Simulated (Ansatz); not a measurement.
Read the following structure.

```
Al
1.0
     2.81246    0.00000    0.00000
     0.00000    4.86685    0.00000
    -1.40623    0.00000    2.43566
Al
2
Direct
  0.67492 0.25000 0.45650
  0.32508 0.75000 0.54350
```

What would you see if this were drawn?

The element is aluminium. It belongs to space group P2_1/m (No. 11) and has a primitive monoclinic lattice. The cell holds two atoms.

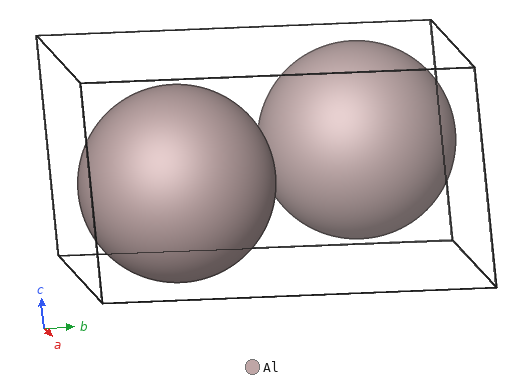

An orthographic space-filling view of the structure, slightly off an axis. One conventional unit cell is framed, with atoms on its boundary repeated.

Provenance: a structure listed in the Materials Project. The cell was then strained or its atoms displaced on purpose. It went into a calculation with Ansatz.
